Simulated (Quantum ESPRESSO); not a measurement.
# Relaxation of cell and atoms, with input and output: TiC (part 2 of 2)

TiC (Fm-3m, 2 atoms in the cell); Kohn-Sham DFT of a periodic cell, PBEsol, SSSP 1.3 efficiency PBE, no spin polarisation (Quantum ESPRESSO 7.5); cutoff 748.31 eV, 16×16×16 k-mesh, cold smearing of 0.1 eV. The structure was built on a prototype by a generator; it need not be a known phase.

Geometry of the input (Å; fractional positions):
```
0.0000  2.1650  2.1650
2.1650  0.0000  2.1650
2.1650  2.1650  0.0000
Ti 0.0000  0.0000  0.0000
C  0.5000  0.5000  0.5000
```

### The program's output, continued
```
     negative rho (up, down):  6.580E-04 0.000E+00

     Forces acting on atoms (cartesian axes, Ry/au):

     atom    1 type  1   force =     0.00000000   -0.00000000    0.00000000
     atom    2 type  2   force =    -0.00000000   -0.00000000    0.00000000

     Total force =     0.000000     Total SCF correction =     0.000000

     Computing stress (Cartesian axis) and pressure

     negative rho (up, down):  6.580E-04 0.000E+00
          total   stress  (Ry/bohr**3)                   (kbar)     P=       -0.75
  -0.00000510   0.00000000   0.00000000           -0.75        0.00        0.00
   0.00000000  -0.00000510   0.00000000            0.00       -0.75        0.00
   0.00000000   0.00000000  -0.00000510            0.00        0.00       -0.75

     Energy error            =      7.3E-05 Ry
     Gradient error          =      2.9E-32 Ry/Bohr
     Cell gradient error     =      7.5E-01 kbar

     number of scf cycles    =   3
     number of bfgs steps    =   2

     enthalpy           old  =    -137.3292464436 Ry
     enthalpy           new  =    -137.3293190524 Ry

     CASE: enthalpy          _new < enthalpy          _old

     new trust radius        =       0.0002137878 bohr
     new conv_thr            =            4.0E-12 Ry

     new unit-cell volume =    133.56666 a.u.^3 (    19.79254 Ang^3 )
     density =      5.02360 g/cm^3

CELL_PARAMETERS (angstrom)
  -0.000000000   2.146959374   2.146959374
   2.146959374  -0.000000000   2.146959374
   2.146959374   2.146959374  -0.000000000

ATOMIC_POSITIONS (crystal)
Ti               0.0000000000        0.0000000000       -0.0000000000
C                0.5000000000        0.5000000000        0.5000000000

     NEW-OLD atomic charge density approx. for the potential
     New effective cutoffs (rho, wfc):  446.09   55.92

     Check: negative core charge=   -0.000005

     negative rho (up, down):  6.584E-04 0.000E+00

     Self-consistent Calculation

     iteration #  1     ecut=    55.00 Ry     beta= 0.50
     Davidson diagonalization with overlap
     ethr =  1.00E-06,  avg # of iterations =  2.0

     Threshold (ethr) on eigenvalues was too large:
     Diagonalizing with lowered threshold

     Davidson diagonalization with overlap
     ethr =  7.97E-11,  avg # of iterations =  1.3

     negative rho (up, down):  6.587E-04 0.000E+00

     total energy              =    -137.32931914 Ry
     estimated scf accuracy    <       0.00000001 Ry

     iteration #  2     ecut=    55.00 Ry     beta= 0.50
     Davidson diagonalization with overlap
     ethr =  8.84E-11,  avg # of iterations =  2.0

     negative rho (up, down):  6.586E-04 0.000E+00

     total energy              =    -137.32931915 Ry
     estimated scf accuracy    <       0.00000002 Ry

     iteration #  3     ecut=    55.00 Ry     beta= 0.50
     Davidson diagonalization with overlap
     ethr =  8.84E-11,  avg # of iterations =  1.1

     negative rho (up, down):  6.587E-04 0.000E+00

     total energy              =    -137.32931915 Ry
     estimated scf accuracy    <          5.6E-11 Ry

     iteration #  4     ecut=    55.00 Ry     beta= 0.50
     Davidson diagonalization with overlap
     ethr =  3.53E-13,  avg # of iterations =  2.4

     negative rho (up, down):  6.587E-04 0.000E+00

     total energy              =    -137.32931915 Ry
     estimated scf accuracy    <          6.9E-12 Ry

     iteration #  5     ecut=    55.00 Ry     beta= 0.50
     Davidson diagonalization with overlap
     ethr =  1.00E-13,  avg # of iterations =  1.0

     negative rho (up, down):  6.587E-04 0.000E+00

     End of self-consistent calculation

     Number of k-points >= 100: set verbosity='high' to print the bands.

     the Fermi energy is    15.0794 ev

!    total energy              =    -137.32931915 Ry
     estimated scf accuracy    <          2.0E-13 Ry
     smearing contrib. (-TS)   =      -0.00004208 Ry
     internal energy E=F+TS    =    -137.32927707 Ry

     The total energy is F=E-TS. E is the sum of the following terms:
     one-electron contribution =     -28.01774417 Ry
     hartree contribution      =      22.37932269 Ry
     xc contribution           =     -22.47330900 Ry
     ewald contribution        =    -103.29777615 Ry
     one-center paw contrib.   =      -5.91977044 Ry

     convergence has been achieved in   5 iterations

     negative rho (up, down):  6.587E-04 0.000E+00

     Forces acting on atoms (cartesian axes, Ry/au):

     atom    1 type  1   force =     0.00000000   -0.00000000   -0.00000000
     atom    2 type  2   force =    -0.00000000    0.00000000    0.00000000

     Total force =     0.000000     Total SCF correction =     0.000000

     Computing stress (Cartesian axis) and pressure

     negative rho (up, down):  6.587E-04 0.000E+00
          total   stress  (Ry/bohr**3)                   (kbar)     P=       -0.01
  -0.00000008   0.00000000   0.00000000           -0.01        0.00        0.00
   0.00000000  -0.00000008   0.00000000            0.00       -0.01        0.00
   0.00000000   0.00000000  -0.00000008            0.00        0.00       -0.01

     Energy error            =      9.8E-08 Ry
     Gradient error          =      1.2E-32 Ry/Bohr
     Cell gradient error     =      1.2E-02 kbar

     bfgs converged in   4 scf cycles and   3 bfgs steps
     (criteria: energy <  1.0E-05 Ry, force <  4.0E-04 Ry/Bohr, cell <  3.0E-01 kbar)

     End of BFGS Geometry Optimization

     Final enthalpy           =    -137.3293191499 Ry

     File ./tmp/pwscf.bfgs deleted, as requested
Begin final coordinates
     new unit-cell volume =    133.56666 a.u.^3 (    19.79254 Ang^3 )
     density =      5.02360 g/cm^3

CELL_PARAMETERS (angstrom)
  -0.000000000   2.146959374   2.146959374
   2.146959374  -0.000000000   2.146959374
   2.146959374   2.146959374  -0.000000000

ATOMIC_POSITIONS (crystal)
Ti               0.0000000000        0.0000000000       -0.0000000000
C                0.5000000000        0.5000000000        0.5000000000
End final coordinates

     Final scf calculation at the relaxed structure.
     The G-vectors are recalculated for the final unit cell
     Results may differ from those at the preceding step.

     G-vector sticks info
     --------------------
     sticks:   dense  smooth     PW     G-vecs:    dense   smooth      PW
     Sum        1003     499    163                20827     7391    1363

     Using Slab Decomposition

     bravais-lattice index     =            0
     lattice parameter (alat)  =       5.7859  a.u.
     unit-cell volume          =     133.5667 (a.u.)^3
     number of atoms/cell      =            2
     number of atomic types    =            2
     number of electrons       =        16.00
     number of Kohn-Sham states=           14
     kinetic-energy cutoff     =      55.0000  Ry
     charge density cutoff     =     440.0000  Ry
     scf convergence threshold =      4.0E-12
     mixing beta               =       0.5000
     number of iterations used =            8  plain     mixing
     press convergence thresh. =      3.0E-01
     Exchange-correlation= PBESOL
                           (   1   4  10   8   0   0   0)

     celldm(1)=   5.785911  celldm(2)=   0.000000  celldm(3)=   0.000000
     celldm(4)=   0.000000  celldm(5)=   0.000000  celldm(6)=   0.000000

     crystal axes: (cart. coord. in units of alat)
               a(1) = (  -0.000000   0.701215   0.701215 )
               a(2) = (   0.701215  -0.000000   0.701215 )
               a(3) = (   0.701215   0.701215  -0.000000 )

     reciprocal axes: (cart. coord. in units 2 pi/alat)
               b(1) = ( -0.713049  0.713049  0.713049 )
               b(2) = (  0.713049 -0.713049  0.713049 )
               b(3) = (  0.713049  0.713049 -0.713049 )

     PseudoPot. # 1 for Ti read from file:
     ti_pbe_v1.4.uspp.F.UPF
     Pseudo is Ultrasoft + core correction, Zval = 12.0
     Generated by new atomic code, or converted to UPF format
     Using radial grid of  851 points,  6 beta functions with:
                l(1) =   0
                l(2) =   0
                l(3) =   1
                l(4) =   1
                l(5) =   2
                l(6) =   2
     Q(r) pseudized with  6 coefficients,  rinner =    1.000   1.000   1.000
                                                       1.000   1.000

     PseudoPot. # 2 for C  read from file:
     C.pbe-n-kjpaw_psl.1.0.0.UPF
     Pseudo is Projector augmented-wave + core cor, Zval =  4.0
     Generated using "atomic" code by A. Dal Corso  v.5.1
     Shape of augmentation charge: PSQ
     Using radial grid of 1073 points,  4 beta functions with:
                l(1) =   0
                l(2) =   0
                l(3) =   1
                l(4) =   1
     Q(r) pseudized with 0 coefficients

     atomic species   valence    mass     pseudopotential
     Ti               12.00    47.86700     Ti( 1.00)
     C                 4.00    12.01100     C ( 1.00)

     48 Sym. Ops., with inversion, found

   Cartesian axes

     site n.     atom                  positions (alat units)
         1        Ti     tau(   1) = (  -0.0000000   0.0000000   0.0000000  )
         2        C      tau(   2) = (   0.7012146   0.7012146   0.7012146  )

     number of k points=   145  Marzari-Vanderbilt smearing, width (Ry)=  0.0073

     Number of k-points >= 100: set verbosity='high' to print them.

     Dense  grid:    20827 G-vectors     FFT dimensions: (  40,  40,  40)

     Smooth grid:     7391 G-vectors     FFT dimensions: (  27,  27,  27)

     Check: negative core charge=   -0.000005

     Initial potential from superposition of free atoms

     starting charge      14.9999, renormalised to      16.0000

     negative rho (up, down):  1.265E-03 0.000E+00
     Starting wfcs are   14 randomized atomic wfcs
     Checking if some PAW data can be deallocated...

     Self-consistent Calculation

     iteration #  1     ecut=    55.00 Ry     beta= 0.50
     Davidson diagonalization with overlap
     ethr =  1.00E-06,  avg # of iterations = 11.8

     negative rho (up, down):  2.153E-03 0.000E+00

     total energy              =    -136.91028288 Ry
     estimated scf accuracy    <       1.02804242 Ry

     iteration #  2     ecut=    55.00 Ry     beta= 0.50
     Davidson diagonalization with overlap
     ethr =  6.43E-03,  avg # of iterations =  2.0

     negative rho (up, down):  9.768E-04 0.000E+00

     total energy              =    -137.10421752 Ry
     estimated scf accuracy    <       1.25374100 Ry

     iteration #  3     ecut=    55.00 Ry     beta= 0.50
     Davidson diagonalization with overlap
     ethr =  6.43E-03,  avg # of iterations =  1.0

     negative rho (up, down):  8.699E-04 0.000E+00

     total energy              =    -137.32035182 Ry
     estimated scf accuracy    <       0.02171121 Ry

     iteration #  4     ecut=    55.00 Ry     beta= 0.50
     Davidson diagonalization with overlap
     ethr =  1.36E-04,  avg # of iterations =  2.1

     negative rho (up, down):  7.680E-04 0.000E+00

     total energy              =    -137.32796692 Ry
     estimated scf accuracy    <       0.01031469 Ry

     iteration #  5     ecut=    55.00 Ry     beta= 0.50
     Davidson diagonalization with overlap
     ethr =  6.45E-05,  avg # of iterations =  1.2

     negative rho (up, down):  6.720E-04 0.000E+00

     total energy              =    -137.32926244 Ry
     estimated scf accuracy    <       0.00017029 Ry

     iteration #  6     ecut=    55.00 Ry     beta= 0.50
     Davidson diagonalization with overlap
     ethr =  1.06E-06,  avg # of iterations =  2.9

     negative rho (up, down):  6.535E-04 0.000E+00

     total energy              =    -137.32928045 Ry
     estimated scf accuracy    <       0.00005467 Ry

     iteration #  7     ecut=    55.00 Ry     beta= 0.50
     Davidson diagonalization with overlap
     ethr =  3.42E-07,  avg # of iterations =  1.8

     negative rho (up, down):  6.569E-04 0.000E+00

     total energy              =    -137.32929346 Ry
     estimated scf accuracy    <       0.00003073 Ry

     iteration #  8     ecut=    55.00 Ry     beta= 0.50
     Davidson diagonalization with overlap
     ethr =  1.92E-07,  avg # of iterations =  1.0

     negative rho (up, down):  6.569E-04 0.000E+00

     total energy              =    -137.32929867 Ry
     estimated scf accuracy    <       0.00000006 Ry

     iteration #  9     ecut=    55.00 Ry     beta= 0.50
     Davidson diagonalization with overlap
     ethr =  4.00E-10,  avg # of iterations =  2.6

     negative rho (up, down):  6.573E-04 0.000E+00

     total energy              =    -137.32929870 Ry
     estimated scf accuracy    <          8.8E-09 Ry

     iteration # 10     ecut=    55.00 Ry     beta= 0.50
     Davidson diagonalization with overlap
     ethr =  5.51E-11,  avg # of iterations =  2.0

     negative rho (up, down):  6.574E-04 0.000E+00

     total energy              =    -137.32929870 Ry
     estimated scf accuracy    <       0.00000002 Ry

     iteration # 11     ecut=    55.00 Ry     beta= 0.50
     Davidson diagonalization with overlap
     ethr =  5.51E-11,  avg # of iterations =  1.7

     negative rho (up, down):  6.574E-04 0.000E+00

     total energy              =    -137.32929870 Ry
     estimated scf accuracy    <          3.1E-11 Ry

     iteration # 12     ecut=    55.00 Ry     beta= 0.50
     Davidson diagonalization with overlap
     ethr =  1.95E-13,  avg # of iterations =  2.3

     negative rho (up, down):  6.574E-04 0.000E+00

     total energy              =    -137.32929870 Ry
     estimated scf accuracy    <          4.1E-12 Ry

     iteration # 13     ecut=    55.00 Ry     beta= 0.50
     Davidson diagonalization with overlap
     ethr =  1.00E-13,  avg # of iterations =  1.0

     negative rho (up, down):  6.574E-04 0.000E+00

     total energy              =    -137.32929870 Ry
     estimated scf accuracy    <          6.0E-12 Ry

     iteration # 14     ecut=    55.00 Ry     beta= 0.50
     Davidson diagonalization with overlap
     ethr =  1.00E-13,  avg # of iterations =  1.0

     negative rho (up, down):  6.574E-04 0.000E+00

     End of self-consistent calculation

     Number of k-points >= 100: set verbosity='high' to print the bands.

     the Fermi energy is    15.0794 ev

!    total energy              =    -137.32929870 Ry
     estimated scf accuracy    <          8.2E-14 Ry
     smearing contrib. (-TS)   =      -0.00004208 Ry
     internal energy E=F+TS    =    -137.32925662 Ry

     The total energy is F=E-TS. E is the sum of the following terms:
     one-electron contribution =     -28.01775100 Ry
     hartree contribution      =      22.37932293 Ry
     xc contribution           =     -22.47329231 Ry
     ewald contribution        =    -103.29777615 Ry
     one-center paw contrib.   =      -5.91976008 Ry

     convergence has been achieved in  14 iterations

     negative rho (up, down):  6.574E-04 0.000E+00

     Forces acting on atoms (cartesian axes, Ry/au):

     atom    1 type  1   force =    -0.00000000    0.00000000    0.00000000
     atom    2 type  2   force =     0.00000000   -0.00000000   -0.00000000

     Total force =     0.000000     Total SCF correction =     0.000000

     Computing stress (Cartesian axis) and pressure

     negative rho (up, down):  6.574E-04 0.000E+00
          total   stress  (Ry/bohr**3)                   (kbar)     P=        0.03
   0.00000020   0.00000000  -0.00000000            0.03        0.00       -0.00
   0.00000000   0.00000020   0.00000000            0.00        0.03        0.00
  -0.00000000   0.00000000   0.00000020           -0.00        0.00        0.03

=------------------------------------------------------------------------------=
   JOB DONE.
=------------------------------------------------------------------------------=
```

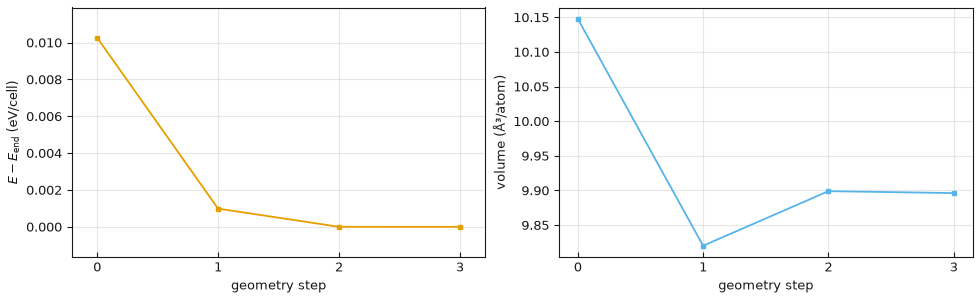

**Figure 1.** Progress of the relaxation, step by step (steps are counted from 0).

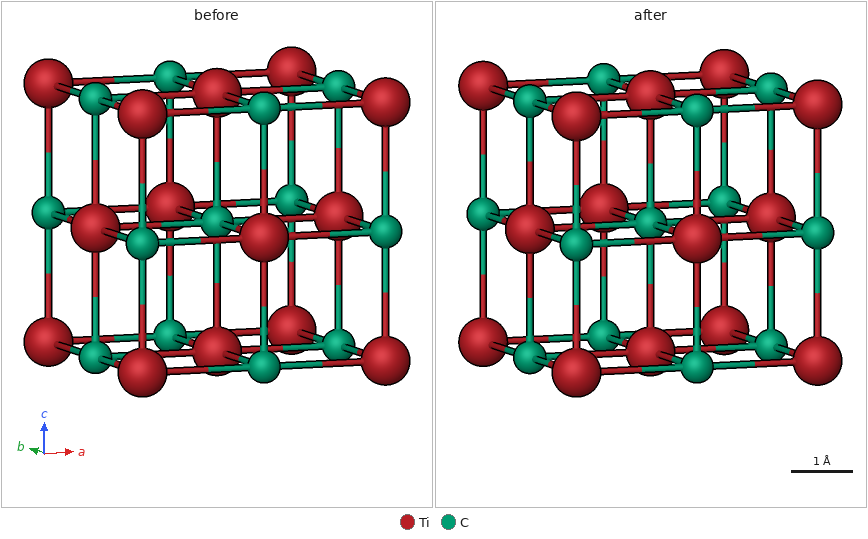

**Figure 2.** Before (left) and after (right) the relaxation, at one scale (ball-and-stick view of the cell 4 times as large as that of the calculation, set on its symmetry axes, seen slightly off an axis). The energy falls by 10.3 meV per cell of the calculation in 3 geometry steps. All forces vanish by symmetry, so only the cell relaxes. The atoms keep their places relative to the cell (all moves are under 0.005 Å). The drawn cell changes as follows: a = b = c 4.330 → 4.294 Å (−0.8 %); the volume changes by −2.5 %. Among the contacts that change: Ti1–C2 2.165 → 2.147 Å. The space group stays Fm-3m (No. 225). (Atoms are counted from 1 in the order of the input.)

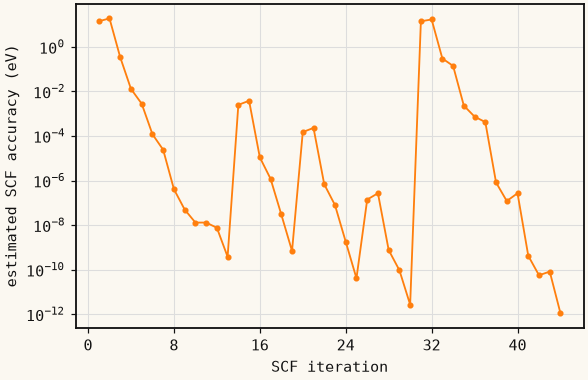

**Figure 3.** Convergence of the self-consistent field: estimated SCF accuracy against the iteration. The field takes 44 iterations in all.

### Key numbers

- outcome: converged
- space group (tolerance 0.01 Å): Fm-3m (225)
- electrons treated: 16
- free energy: −1868.4603 eV
- Fermi energy: 15.079 eV
- gap on the k-point mesh: none (metallic)
- pressure: 0.00 GPa
- final volume: 19.79 Å³
- largest force (length of the vector) at the end: under 0.001 eV/Å
- final cell: a = 3.036 Å, b = 3.036 Å, c = 3.036 Å, α = 60.00°, β = 60.00°, γ = 60.00°
- wall time: 44 s (CPU time 2.9 min)
- peak memory: 0.32 GiB

Further notes kept with the run: potentials made for another functional. Notes on the run: negative rho. Points of doubt noted for this run: potentials made for another functional.
